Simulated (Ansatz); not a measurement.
**Energy of SrCl$_{2}$ along an even scaling of the cell**

System: SrCl$_{2}$ (Fm-3m, 3 atoms in the cell).
Method: DFT, r2SCAN, PAW with Ansatz's default frozen-core files, scalar-relativistic; levels at fixed fractional wave vectors of a strained or displaced cell, no spin polarisation (Ansatz 0.2.0).

The 7 runs differ only in the geometry, by an even scaling of the cell at fixed fractional positions. The structure derives from an entry of the Crystallography Open Database.

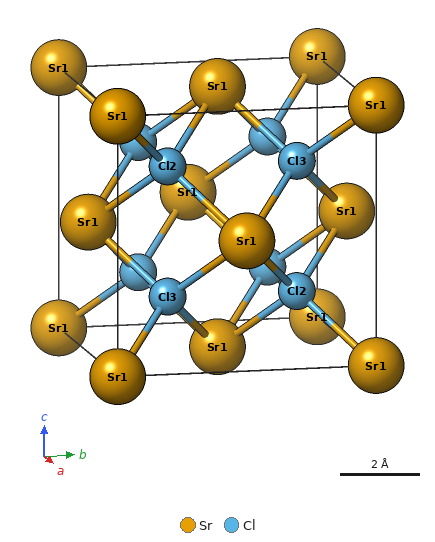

Figure 1. The structure of run 4 (ball-and-stick view of the cell 4 times as large as that of the calculation, set on its symmetry axes, seen slightly off an axis; atoms are numbered from 1 in the order of the input).

## Input of run 4
```yaml
crystal:
  lattice:
    - [3.39690633196, 3.39690633196, 0.0]
    - [-3.39690633196, 3.39690633196, 0.0]
    - [0.0, 3.39690633196, 3.39690633196]
  atoms:
    - { symbol: Sr, position: [0.0, 0.0, 0.0] }
    - { symbol: Cl, position: [0.25, 0.75, 0.5] }
    - { symbol: Cl, position: [0.75, 0.25, 0.5] }
kpoints:
  mp_grid: { grid: [6, 6, 6] }
scf:
  occupations: { method: fixed }
  convergence: { dr2_threshold: 1.0e-10 }
hamiltonian:
  xc: r2scan
  pseudopotentials: { kind: paw }
output:
  forces: true
  stress: true
  eigenstates:
    kpoints:
      - [0.0, 0.0, 0.0]
      - [-0.5, 0.5, 0.0]
      - [-0.5, -0.5, -0.5]
      - [0.0, 0.0, -0.5]
      - [0.0, -0.5, -0.5]
      - [0.0, 0.5, 0.0]
      - [-0.5, 0.0, 0.0]
      - [-0.5, 0.0, -0.5]
  eigenvalues: true
```

Command:
```bash
ansatz run input.yaml --threads 1 --pin off --max-ram 3072MiB --backend cpu --events-out ev --progress --plain --runs-dir out
```

Lattice vectors (Å) and fractional positions of run 4:
```
   3.396906    3.396906    0.000000
  -3.396906    3.396906    0.000000
   0.000000    3.396906    3.396906
Sr  0.000000  0.000000  0.000000
Cl  0.250000  0.750000  0.500000
Cl  0.750000  0.250000  0.500000
```

Run 6 differs from it as follows:
```diff
-    - [3.39690633196, 3.39690633196, 0.0]
-    - [-3.39690633196, 3.39690633196, 0.0]
-    - [0.0, 3.39690633196, 3.39690633196]
+    - [3.4974589987, 3.4974589987, 0.0]
+    - [-3.4974589987, 3.4974589987, 0.0]
+    - [0.0, 3.4974589987, 3.4974589987]
```

## Results, with one run withheld

| run | volume per atom (Å³) | free energy per atom, from the lowest run given (meV) | pressure (GPa) | gap on the mesh (eV) |
| --- | --- | --- | --- | --- |
| 1 | 22.532 | 218.26 | 14.99 | 5.75 |
| 2 | 23.866 | 115.24 | 9.97 | 5.83 |
| 3 | 24.868 | 62.49 | 7.00 | 5.88 |
| 4 | 26.131 | 19.66 | 3.99 | 5.93 |
| 5 | 27.199 | 0.00 | 1.97 | 5.96 |
| 6 | 28.521 | ? | ? | ? |
| 7 | 30.289 | 3.79 | −1.98 | 5.71 |

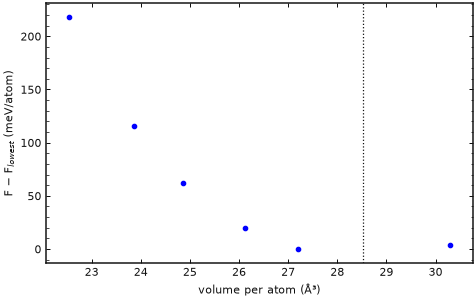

Figure 2. Free energy per atom of the runs given; the dotted line marks run 6.

What should run 6 give?

A cubic polynomial in V^(−2/3) (the Birch–Murnaghan form), fitted to the 6 runs given, misses them by at most 0.01 meV per atom. With x = V^(−2/3) − 0.11507 Å⁻², it reads F = 34.22 + 10677 x + 6.886e+05 x² + 1.3283e+06 x³ (meV per atom). At run 6 it gives −7.81 meV per atom, and the run itself gives −7.77. The slope of the fit gives a pressure −dF/dV of −0.01 GPa there, and the run prints −0.01 GPa. The fit has its minimum at 28.517 Å³ per atom, where V d²F/dV² gives 37.7 GPa: the bulk modulus at this level, since symmetry fixes the shape and the positions. The gap on the mesh lies between 5.71 eV (run 7) and 5.96 eV (run 5); run 6 has 5.94 eV. These are gaps of this functional on this mesh, which can miss the band edges; they aren't the measured gap.

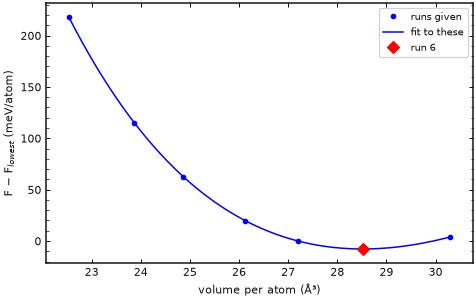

Figure 3. The fit and the withheld run.

## Output, shortened to warnings, some set-up lines, iterations and results (run 6)
```
Basis set: ecut = 500 eV, 2109 PW (Γ), exchange–correlation on 160×160×160 points (64 copies of the dense FFT grid, shifted against one another)
Symmetry: 48 space group operations
k-points: 16 of 216
Initial density: superposition of atomic densities (neutral atoms: chi_scale 0, normalization atom), corrected by the library's trained network
[...]
SCF iter   1: F=—  HF=-5730.670402 eV  |F-HF|=—  |Δ(HF+E_count)|=         —  Δρ=3.98e-3  dr2=7.88e-3  dr2_τ=7.55e-3  ethr=1.77e-3  ⟨swp⟩=6.4  Hψ=1540  notcnv=0  defer=20
SCF iter   2: F=—  HF=-5730.715702 eV  |F-HF|=—  |Δ(HF+E_count)|=   4.53e-2  Δρ=1.95e-3  dr2=1.65e-3  dr2_τ=1.58e-4  ethr=3.28e-5  ⟨swp⟩=3.0  Hψ=651  notcnv=0  defer=30
SCF iter   3: F=—  HF=-5730.715958 eV  |F-HF|=—  |Δ(HF+E_count)|=   2.56e-4  Δρ=5.25e-4  dr2=1.99e-4  dr2_τ=4.77e-5  ethr=6.87e-6  ⟨swp⟩=3.0  Hψ=490  notcnv=0  defer=30
SCF iter   4: F=—  HF=-5730.715917 eV  |F-HF|=—  |Δ(HF+E_count)|=   4.05e-5  Δρ=6.81e-5  dr2=1.64e-6  dr2_τ=6.58e-7  ethr=8.28e-7  ⟨swp⟩=2.0  Hψ=356  notcnv=0  defer=30
SCF iter   5: F=—  HF=-5730.715921 eV  |F-HF|=—  |Δ(HF+E_count)|=   4.27e-6  Δρ=1.86e-5  dr2=1.81e-7  dr2_τ=3.35e-8  ethr=6.84e-9  ⟨swp⟩=2.0  Hψ=448  notcnv=0  defer=6
SCF iter   6: F=—  HF=-5730.715921 eV  |F-HF|=—  |Δ(HF+E_count)|=   2.87e-8  Δρ=2.94e-6  dr2=9.14e-9  dr2_τ=6.05e-9  ethr=7.53e-10  ⟨swp⟩=2.0  Hψ=432  notcnv=0  defer=6
SCF iter   7: F=—  HF=-5730.715921 eV  |F-HF|=—  |Δ(HF+E_count)|=   2.21e-9  Δρ=6.71e-7  dr2=4.47e-10  dr2_τ=2.10e-11  ethr=3.81e-11  ⟨swp⟩=2.5  Hψ=469  notcnv=0  defer=6
SCF iter   8: F=-5730.715921 eV  HF=-5730.715921 eV  |F-HF|=0.00e0  |Δ(HF+E_count)|=  1.24e-10  Δρ=4.97e-8  dr2=1.15e-12  dr2_τ=2.22e-13  ethr=1.00e-12  ⟨swp⟩=9.4  Hψ=1744  …
SCF 1 converged in 8 iterations: F = -5730.715921 eV  dr2 = 1.15e-12
NSCF: frozen V_eff on 8 k-points
SCF converged after 8 iterations
Free energy (F): -5730.715921 eV
Harris-Foulkes:  -5730.715921 eV  (|F-HF|=0.00e0)
Internal energy: -5730.715921 eV  (E = F + TS)
E sigma→0 (E₀):  -5730.715921 eV
Fermi energy:    2.651708 eV
--- Per-component energies (eV) ---
  E_band       = -164.443805
  E_kinetic    = 567.928420
  E_local      = -1184.558128  (includes V_loc(G=0)·N_el)
  E_nonlocal   = 257.761923
  E_hartree    = 326.021117
  E_xc         = -373.229149
  E_vxc        = -448.894422  (∫ρ·V_xc dr)
  E_paw        = -4048.784191  (= ΣΔE_a)
  E_vpaw       = -32.305634  (= ΣTr[D̂ρ^β])
  E_aug_tail   = 0.000071  (compensation charges beyond the density's cutoff)
  E_vtau       = 23.581713  (kinetic-family band-sum trace: ∫τ·v_τ [+ j·A + Jᵃ·Aᵃ] dr)
  E_ewald      = -1275.437134
  E_core_change = -0.418850  (= ΣΔE_core)
  E_smearing   = -0.000000  (= −TS)
  E_closure    = 0.000000  (closes the sum)
  Σ components = -5730.715921   (vs F -5730.715921, Δ=0.00e0)
--- Forces (eV/Å), atoms counted from 1 ---
  atom   1  Sr    -0.00000000     0.00000000     0.00000000
  atom   2  Cl    -0.00000000    -0.00000000     0.00000000
  atom   3  Cl    -0.00000000    -0.00000000    -0.00000000
  max |Σ_I F_I| component: 1.73e-18 eV/Å
--- Stress (GPa, compression-positive) ---
       -0.007140       0.000000       0.000000
        0.000000      -0.007140       0.000000
        0.000000       0.000000      -0.007140
  P = ⅓ Tr σ = -0.0071 GPa (-0.071 kbar)
```
